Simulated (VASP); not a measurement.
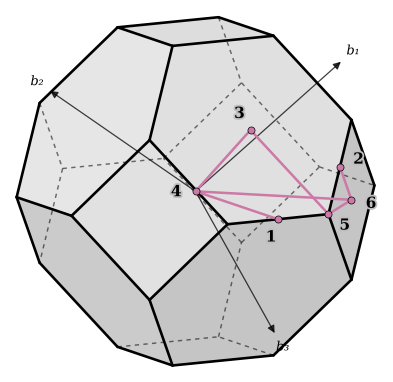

The first Brillouin zone of a face-centred cubic lattice (cF; extended symbol cF2) is drawn with its special points numbered. Crystal: Ni, the end point of a relaxation with VASP Kohn-Sham DFT of a periodic cell, r2SCAN with D4, VASP PAW PBE potentials, recommended in VASP. Symmetry computed with spglib at a tolerance of 0.002 Å; standard conventional cell.

a = 3.464 Å, b = 3.464 Å, c = 3.464 Å, α = 90.00°, β = 90.00°, γ = 90.00°.

Labels and path follow the convention of Hinuma et al. (2017), as computed by seekpath; the arrows show the directions of the reciprocal primitive vectors b₁, b₂, b₃, in which coordinates are given.

> Which special point is each number?

```json
{"no.": "1", "label": "K", "coordinates": "(3/8, 3/8, 3/4)"}
{"no.": "2", "label": "U", "coordinates": "(5/8, 1/4, 5/8)"}
{"no.": "3", "label": "L", "coordinates": "(1/2, 1/2, 1/2)"}
{"no.": "4", "label": "Γ", "coordinates": "(0, 0, 0)"}
{"no.": "5", "label": "W", "coordinates": "(1/2, 1/4, 3/4)"}
{"no.": "6", "label": "X", "coordinates": "(1/2, 0, 1/2)"}
```
